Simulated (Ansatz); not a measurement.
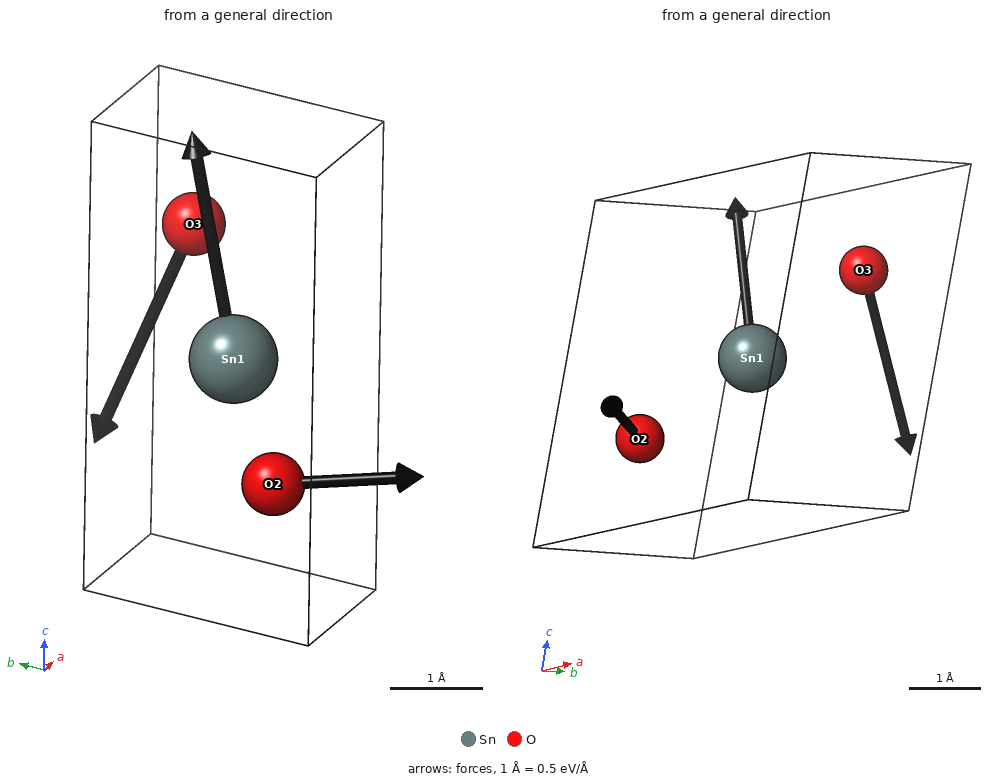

Drawn in the spheres-only manner and seen from two general directions. The frame is the cell (the run's own, in a reduced setting); atoms at its boundary are shown with their periodic copies. The arrows are the computed forces on the atoms.

System: SnO2. All computed values are from Ansatz, DFT PBE, scalar-relativistic, plane waves, PAW. Settings: a 420 eV plane-wave basis, k-points about 0.19 Å⁻¹ apart, Gaussian smearing of 0.02 eV, no spin polarisation.

**Is the structure at rest?**

No. The atoms still feel forces of up to about 1.2 eV/Å, far above a usual threshold of 0.01 to 0.03 eV/Å.

**State the average force for each kind of atom.**

Mean magnitudes: about Sn 1.1 eV/Å, O 0.95 eV/Å.

Starting structure: a structure listed in the Materials Project. The cell was then strained or its atoms displaced on purpose. A calculation with Ansatz used it as input.
